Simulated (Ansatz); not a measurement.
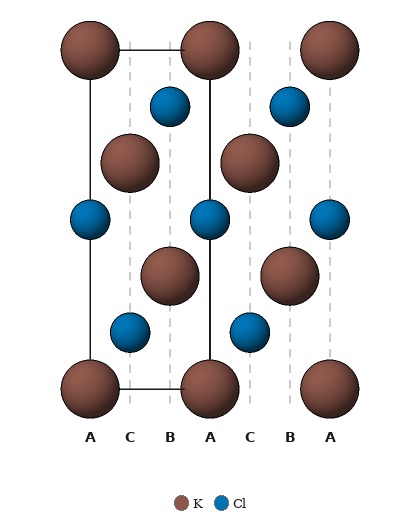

Projection along an edge of the hexagonal mesh, stacking direction [111] upwards. The dashed lines mark the three columns A (0, 0), B (1/3, 2/3) and C (2/3, 1/3). The box is the hexagonal cell of the face-centred cubic lattice. The sequence starts with the first layer at or above the cell's origin.

KCl (space group Fm-3m, No. 225). Coordinates: the end point of a relaxation with Ansatz 0.2.0, DFT, HSE06, plane waves, PAW.

**Read off the stacking sequence over one period.**

K(A) – Cl(C) – K(B) – Cl(A) – K(C) – Cl(B) (six layers in 10.99 Å).

**How are the Cl layers alone stacked?**

Cl layers alone: CAB, the cubic close-packed type.

**Which positions between or in the Cl layers do the other atoms fill?**

K: three octahedral sites (per hexagonal cell).
